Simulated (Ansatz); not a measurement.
# Al: geometry relaxation

- system: Al (slab, 5 atoms in the cell)
- method: DFT, LDA, all-electron LAPW, scalar-relativistic, no spin polarisation (Ansatz 0.2.0)

It belongs to a series of runs on one base structure; here: atoms relaxed, LAPW. Figures and captions count atoms from 1; the log counts them from 0 in places.

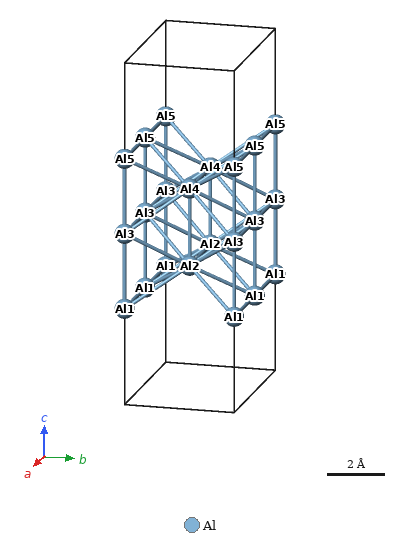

**Figure 1.** The structure as given in the input (ball-and-stick view of the 2 × 1 repeat of the cell, with the vacuum cut short, seen slightly off an axis; atoms are numbered from 1 in the order of the input). Near neighbours in the crystal (not all of them lie inside the picture): Al has 7 Al at 2.74 to 2.82 Å; Al has 11 Al at 2.78 to 2.82 Å; Al has 12 Al at 2.74 to 2.82 Å.

Input
```yaml
crystal:
  lattice:
    - [2.8165331402, 0.0, 0.0]
    - [0.0, 3.9831793658, 0.0]
    - [0.0, 0.0, 21.6331]
  atoms:
    - { symbol: Al, position: [0.0, 0.0, 0.3733999872] }
    - { symbol: Al, position: [0.5, 0.5, 0.4349024041] }
    - { symbol: Al, position: [0.0, 0.0, 0.5] }
    - { symbol: Al, position: [0.5, 0.5, 0.5650975959] }
    - { symbol: Al, position: [0.0, 0.0, 0.6266000129] }
kpoints:
  mp_grid: { grid: [14, 10, 1] }
scf:
  occupations: { method: fermi_dirac, width: 0.08 }
hamiltonian:
  xc: lda
  pseudopotentials: { kind: all_electron, lapw: { basis_error: 0.001 } }
output:
  forces: true
  stress: true
  eigenvalues: true
relax:
  f_tol: 0.01
  max_steps: 12
efield:
  axis: 3
  amplitude: 0
  dipole_correction: true
```

Hardware: 2 threads of Intel Xeon (Granite Rapids), 32 GiB of memory available, shared host.

Command:
```bash
ansatz run input.yaml --threads 2 --pin off --max-ram 4096MiB --backend cpu --events-out ev --progress --plain --runs-dir out
```

What the program printed
```
The last accepted step is kept in [file] (removed where the run ends without a failure and the disk answers)
LAPW: plane waves up to 6.605 Å⁻¹, error target 1.0e-3 eV per atom; small_component_spin mean_spin; Al in spheres of 1.328 Å, 11 of its electrons in bands, Dirac shells [] (how accurate: hamiltonian.pseudopotentials.lapw.basis_error, Limitations)
Engine: ansatz 0.2.0, x86_64-unknown-linux-gnu
Pseudopotentials: kind: all_electron
Pseudopotential: Al, LAPW, valence charge 11, lapw/all_electron/scalar/gaussian/Al, Koelling and Harmon's equation, gaussian nucleus
Functional definition: SPW92
  exchange = slater_x
  correlation = pw_c
Crystal: 5 atoms, lattice volume = 242.696 Å³
Basis set: ecut = 166.19983588888664 eV, 1125 PW (Γ), exchange–correlation at level 2
Bands: 33, of which v1, the nominal top of the filled ones, is band 28 counted from 1 (27 counted from 0)
Symmetry: 4 space group operations
k-points: 48 of 140
Non-local potential: Al, projectors of the file, none
Initial density: superposition of atomic densities (neutral atoms: chi_scale 0, normalization atom)
Initial wavefunctions: plane waves of lowest kinetic energy (no species holds an atomic orbital)
Functional: x = slater, c = lda
iter 1 solved again at ethr=1.47e-2 eV; its pass at ethr=1.00e-1 eV (dr2=8.10e0 eV) is discarded
SCF iter   1: F=—  HF=-32914.494240 eV  |F-HF|=—  |Δ(HF+E_count)|=         —  Δρ=1.69e-2  dr2=8.14e0  ethr=1.47e-2  p=-0.000 e·Å  D=-1.16e-14 V/Å  ΔV_dip=0.00 eV  dr2_dipole=1.20e-17  V_vac-E_F(+/−)=6.76/6.76 eV  ⟨swp⟩=2.1  Hψ=11719  notcnv=0
efield: sawtooth ramp at fractional position 0.9500 (placed from the atoms, in the widest stretch of the axis that holds none; the zero of the levels goes with the place), width 0.1000; the density the first Hamiltonian is built on has a dipole p = 0.000 e·Å; the dipole correction subtracts the counter field D = 1.04e-14 V/Å, which shifts the + side's vacuum level by -0.00 eV against the − side's; the planar-averaged density in the ramp window peaks in size at 4.4e-6 e/Å³
preconditioner: auto → LDOS  [metal: Δε(μ)=0.016 eV  Ē_g=6.809 eV  σ=0.080 eV  W_gap=0.05  n_scr=32 (ndim 8)  ℏωp=9.2 eV  f_vac=0.568  D(μ)=2.29/eV (n_scr^D=8)  β→1.0]
iter 2 solved again at ethr=1.17e-3 eV; its pass at ethr=1.47e-2 eV (dr2=6.43e-1 eV) is discarded
SCF iter   2: F=—  HF=-32913.399325 eV  |F-HF|=—  |Δ(HF+E_count)|=    1.09e0  Δρ=1.01e-2  dr2=6.43e-1  ethr=1.17e-3  p=-0.000 e·Å  D=-6.82e-10 V/Å  ΔV_dip=0.00 eV  dr2_dipole=1.96e-11  V_vac-E_F(+/−)=3.98/3.98 eV  ⟨swp⟩=2.4  Hψ=8655  notcnv=0
SCF iter   3: F=—  HF=-32913.281593 eV  |F-HF|=—  |Δ(HF+E_count)|=   1.18e-1  Δρ=1.53e-3  dr2=2.37e-2  ethr=1.17e-3  p=-0.000 e·Å  D=-1.17e-6 V/Å  ΔV_dip=0.00 eV  dr2_dipole=2.82e-11  V_vac-E_F(+/−)=4.35/4.35 eV  ⟨swp⟩=3.1  Hψ=5148  notcnv=0  defer=1
SCF iter   4: F=—  HF=-32913.275880 eV  |F-HF|=—  |Δ(HF+E_count)|=         —  Δρ=4.05e-4  dr2=1.13e-3  ethr=4.31e-5  p=-0.000 e·Å  D=-2.55e-7 V/Å  ΔV_dip=0.00 eV  dr2_dipole=1.16e-14  V_vac-E_F(+/−)=4.16/4.16 eV  ⟨swp⟩=3.0  Hψ=4957  notcnv=0
the basis was enlarged: its passes take 90.7 KiB over the memory plan, 2 of 2 planned eigensolver slots
SCF iter   5: F=—  HF=-32913.275743 eV  |F-HF|=—  |Δ(HF+E_count)|=   1.37e-4  Δρ=8.63e-5  dr2=4.17e-5  ethr=2.06e-6  p=-0.000 e·Å  D=-5.95e-8 V/Å  ΔV_dip=0.00 eV  dr2_dipole=3.46e-15  V_vac-E_F(+/−)=4.13/4.13 eV  ⟨swp⟩=3.0  Hψ=4748  notcnv=0
SCF iter   6: F=-32913.275750 eV  HF=-32913.275749 eV  |F-HF|=3.25e-7  |Δ(HF+E_count)|=   6.20e-6  Δρ=1.68e-5  dr2=1.25e-6  ethr=7.57e-8  p=-0.000 e·Å  D=-1.99e-8 V/Å  ΔV_dip=0.00 eV  dr2_dipole=1.47e-14  V_vac-E_F(+/−)=4.13/4.13 eV  ⟨swp⟩=2.8  Hψ=4498  notcnv=0
SCF 1 converged in 6 iterations: F = -32913.275750 eV  dr2 = 1.25e-6
relax step   1: F+E_penalty+E_count = -32913.27574956 eV  Δ(F+E_penalty+E_count) = +0.000e0 eV  max|allowed force component| = 1.728e-3 eV/Å  Δτ_max = 0.0000 Å  (6 SCF iters, dr2 threshold 2.50e-6 eV, accepted)
Initial density: handed on by an earlier stage of this run
Initial wavefunctions: those handed on with the density
iter 1 solved again at ethr=2.27e-9 eV; its pass at ethr=1.00e-1 eV (dr2=1.25e-6 eV) is discarded
SCF iter   1: F=—  HF=-32913.275749 eV  |F-HF|=—  |Δ(HF+E_count)|=         —  Δρ=1.65e-5  dr2=1.22e-6  ethr=2.27e-9  p=-0.000 e·Å  D=-1.99e-8 V/Å  ΔV_dip=0.00 eV  dr2_dipole=1.48e-14  V_vac-E_F(+/−)=4.13/4.13 eV  ⟨swp⟩=2.6  Hψ=6397  notcnv=0
efield: sawtooth ramp at fractional position 0.9500 (handed on by an earlier solve), width 0.1000; the density the first Hamiltonian is built on has a dipole p = -0.000 e·Å; the dipole correction subtracts the counter field D = -1.99e-8 V/Å, which shifts the + side's vacuum level by +0.00 eV against the − side's; the planar-averaged density in the ramp window peaks in size at 4.8e-7 e/Å³
preconditioner: auto → LDOS  [metal: Δε(μ)=0.033 eV  Ē_g=6.441 eV  σ=0.080 eV  W_gap=0.10  n_scr=32 (ndim 8)  ℏωp=9.2 eV  f_vac=0.581  D(μ)=1.56/eV (n_scr^D=6)  β→1.0]
iter 2 solved again at ethr=1.02e-10 eV; its pass at ethr=2.22e-9 eV (dr2=5.62e-8 eV) is discarded
SCF iter   2: F=-32913.275750 eV  HF=-32913.275750 eV  |F-HF|=1.65e-8  |Δ(HF+E_count)|=   5.65e-7  Δρ=3.58e-6  dr2=5.63e-8  ethr=1.02e-10  p=-0.000 e·Å  D=-2.09e-9 V/Å  ΔV_dip=0.00 eV  dr2_dipole=2.42e-16  V_vac-E_F(+/−)=4.13/4.13 eV  ⟨swp⟩=2.0  Hψ=8056  notcnv=0
SCF 2 converged in 2 iterations: F = -32913.275750 eV  dr2 = 5.63e-8
relax step   2: F+E_penalty+E_count = -32913.27574984 eV  Δ(F+E_penalty+E_count) = -2.734e-7 eV  max|allowed force component| = 2.078e-3 eV/Å  Δτ_max = 0.0000 Å  (2 SCF iters, accepted)
```

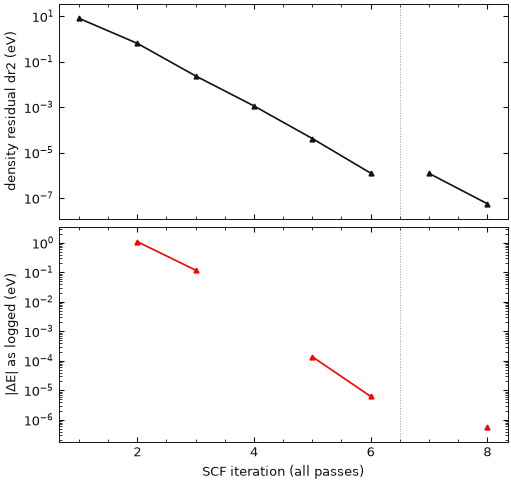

**Figure 2.** Convergence of the self-consistent field: density residual dr2 and size of the energy change against the SCF iteration. The dotted lines part the SCF passes of the relaxation: geometry steps, rejected trials and re-solves on a re-selected basis. The passes take 6 and 2 iterations.

```
SCF converged after 2 iterations
Free energy (F): -32913.275750 eV
Harris-Foulkes:  -32913.275750 eV  (|F-HF|=1.65e-8)
Internal energy: -32913.240433 eV  (E = F + TS)
E sigma→0 (E₀):  -32913.258092 eV
Entropy (-TS):   -0.035316 eV (-7.063 meV/atom)
Fermi energy:    0.612153 eV
Dipole field:    D = -0.000000 V/Å  (p = -0.000000 e·Å, saw-weighted, corrected)
Work function:   Φ+ = 4.1288 eV   Φ− = 4.1288 eV
Levels:          The Fermi level and band energies are counted from a zero that moves with the ramp; work functions are not
--- Per-component energies (eV) ---
  E_band       = -3001.475814
  E_kinetic    = 32944.280271
  E_xc         = -2405.571873
  E_efield     = 0.000000  (sawtooth field / dipole correction)
  E_electrostatic = -63451.948831  (all electrons and nuclei)
  E_smearing   = -0.035316  (= −TS)
  E_closure    = 0.000000  (closes the sum)
  E_atoms      = -32893.926504  (free atoms, spherical and without spin; not in F)
  Σ components = -32913.275750   (vs F -32913.275750, Δ=0.00e0)
  Basis errors (estimates in eV, not in F): energy 3.7e-4 per atom: plane waves 3.5e-4 (2.1e-4 summed), levels above the bands 2.1e-17, relativity 1.1e-9, radial functions 1.5e-5, core shells 2.6e-12; eigenvalues (radial functions only) 3.2e-7; not estimated: angular momenta, meshes, grids; target (lapw.basis_error) 1.0e-3; muffin-tin radii Al 1.328 Å
--- Forces (eV/Å), atoms counted from 1 ---
  atom   1  Al     0.00000000    -0.00000000    -0.00207783
  atom   2  Al     0.00000000    -0.00000000    -0.00095847
  atom   3  Al     0.00000000     0.00000000     0.00000022
  atom   4  Al     0.00000000     0.00000000     0.00095827
  atom   5  Al     0.00000000     0.00000000     0.00207783
  max |Σ_I F_I| component: 1.99e-8 eV/Å
--- Stress (GPa, compression-positive) ---
       -1.019723       0.000000      -0.000000
        0.000000      -0.623375      -0.000000
       -0.000000      -0.000000       0.012042
  P = ⅓ Tr σ = -0.5437 GPa (-5.437 kbar)
--- Band table (eV; the first three rows and the last of 48) ---
  k-point 0: bands = ["-102.0866", "-102.0866", "-101.9905", "-101.9898", "-101.9623", "-64.3134", "-64.3131", "-64.2926", "-64.2926", "-64.2581", "-64.2581", "-64.1985", "-64.1917", "-64.1900", "-64.1874", "-64.1863", "-64.1860", "-64.1641", "-64.1613", "-64.1524", "-10.3178", "-8.5378", "-5.7832", "-2.8673", "-1.9728", "-0.4893", "-0.3319", "-0.1404", "1.3068", "2.3929", "2.7131", "4.0475", "4.5791"]
  k-point 1: bands = ["-102.0866", "-102.0866", "-101.9905", "-101.9898", "-101.9623", "-64.3134", "-64.3131", "-64.2926", "-64.2926", "-64.2581", "-64.2580", "-64.1987", "-64.1916", "-64.1897", "-64.1874", "-64.1863", "-64.1862", "-64.1641", "-64.1615", "-64.1523", "-10.2253", "-8.4474", "-5.7000", "-3.0551", "-2.8055", "-1.3195", "-0.1365", "0.7531", "1.5798", "2.3592", "2.8811", "4.3411", "4.5022"]
  k-point 2: bands = ["-102.0866", "-102.0866", "-101.9905", "-101.9898", "-101.9623", "-64.3135", "-64.3132", "-64.2926", "-64.2926", "-64.2580", "-64.2580", "-64.1991", "-64.1914", "-64.1888", "-64.1873", "-64.1867", "-64.1863", "-64.1643", "-64.1619", "-64.1520", "-9.9483", "-8.1774", "-5.4703", "-4.4685", "-2.9441", "-2.3452", "-0.4479", "0.7914", "2.6782", "2.7114", "3.4572", "4.4129", "4.6483"]
  k-point 47: bands = ["-102.0854", "-102.0854", "-101.9892", "-101.9886", "-101.9611", "-64.3122", "-64.3119", "-64.2914", "-64.2914", "-64.2725", "-64.2725", "-64.2025", "-64.2003", "-64.1973", "-64.1907", "-64.1902", "-64.1850", "-64.1740", "-64.1621", "-64.1516", "-3.7475", "-3.6400", "-3.5785", "-3.1749", "-2.1916", "-2.1604", "-1.9946", "-0.7687", "-0.1333", "1.1295", "1.2956", "1.4689", "2.5985"]
--- Relaxed structure (2 steps of the walk, 2 accepted, 0 SCFs on fresh bases) ---
  F+E_penalty+E_count = -32913.27574984 eV   max|allowed force component| = 2.078e-3 eV/Å
  atoms:
    - { symbol: Al, position: [0.0, 0.0, 0.37339998720000006] }
    - { symbol: Al, position: [0.5, 0.49999999999999994, 0.4349024041] }
    - { symbol: Al, position: [0.0, 0.0, 0.5] }
    - { symbol: Al, position: [0.5, 0.49999999999999994, 0.5650975959] }
    - { symbol: Al, position: [0.0, 0.0, 0.6266000129000001] }
```

Trajectory as extended XYZ (Å, eV, eV/Å), 2 frames, from step=1 to step=2
```
5
Lattice="2.8165 0.0000 0.0000 0.0000 3.9832 0.0000 0.0000 0.0000 21.6331" Properties=species:S:1:pos:R:3:forces:R:3 step=1 energy=-32913.27575
Al    0.0000    0.0000    8.0778    0.0000   0.0000  -0.0017
Al    1.4083    1.9916    9.4083    0.0000   0.0000  -0.0015
Al    0.0000    0.0000   10.8165    0.0000   0.0000   0.0000
Al    1.4083    1.9916   12.2248    0.0000   0.0000   0.0015
Al    0.0000    0.0000   13.5553    0.0000   0.0000   0.0017
5
Lattice="2.8165 0.0000 0.0000 0.0000 3.9832 0.0000 0.0000 0.0000 21.6331" Properties=species:S:1:pos:R:3:forces:R:3 step=2 energy=-32913.27575
Al    0.0000    0.0000    8.0778    0.0000   0.0000  -0.0021
Al    1.4083    1.9916    9.4083    0.0000   0.0000  -0.0010
Al    0.0000    0.0000   10.8165    0.0000   0.0000   0.0000
Al    1.4083    1.9916   12.2248    0.0000   0.0000   0.0010
Al    0.0000    0.0000   13.5553    0.0000   0.0000   0.0021
```

Results in brief

```tsv
quantity	value
outcome	converged
electrons in bands (core shells apart)	55
free energy	−32913.2757 eV
Fermi energy	0.612 eV
final volume	242.70 Å³
largest force (length of the vector) at the end	0.002 eV/Å
wall time	24 s (CPU time 47 s)
peak memory	0.54 GiB
```
